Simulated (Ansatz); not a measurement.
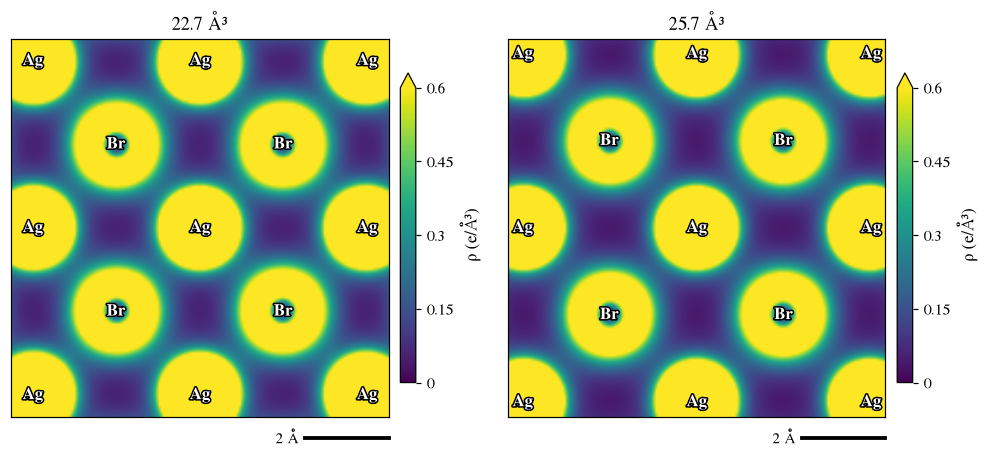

AgBr. The valence pseudo-density of cells scaled evenly to different volumes (given per atom above each panel), on the (110) plane of each (indices in the axes of the cell below), at one length scale and on one colour scale.

These are results of DFT PBE, scalar-relativistic, plane waves, PAW (Ansatz), not measurements.

The largest cell:

```
Ag Br
1.0
     0.00000    2.95059    2.95059
     2.95059    0.00000    2.95059
     2.95059    2.95059    0.00000
Ag Br
1 1
Direct
  0.00000 0.00000 0.00000
  0.50000 0.50000 0.50000
```

| volume (Å³/atom) | Ag–Br contact in the plane (Å) | ρ at its midpoint (e/Å³) | pressure (GPa) | gap on the mesh (eV) | 
| --- | --- | --- | --- | --- |
| 22.70 | 2.831 | 0.245 | 4.6 | 0.67 | 
| 24.19 | 2.892 | ? | ? | ? | 
| 25.69 | 2.951 | 0.197 | −1.1 | 0.70 | 

Q: What values belong in the row with question marks?

A: Over the known rows ln ρ falls by 1.82 per Å of Ag–Br distance (the line through the two), which gives 0.219 e/Å³ at 2.892 Å; the calculation gives 0.219 e/Å³. For the pressure, a straight line in volume between the neighbouring rows gives 1.8 GPa; the calculation gives 1.2, lower because pressure rises ever faster on compression. For the gap on the mesh, a straight line in volume between the neighbouring rows gives 0.68 eV; the calculation gives 0.68.
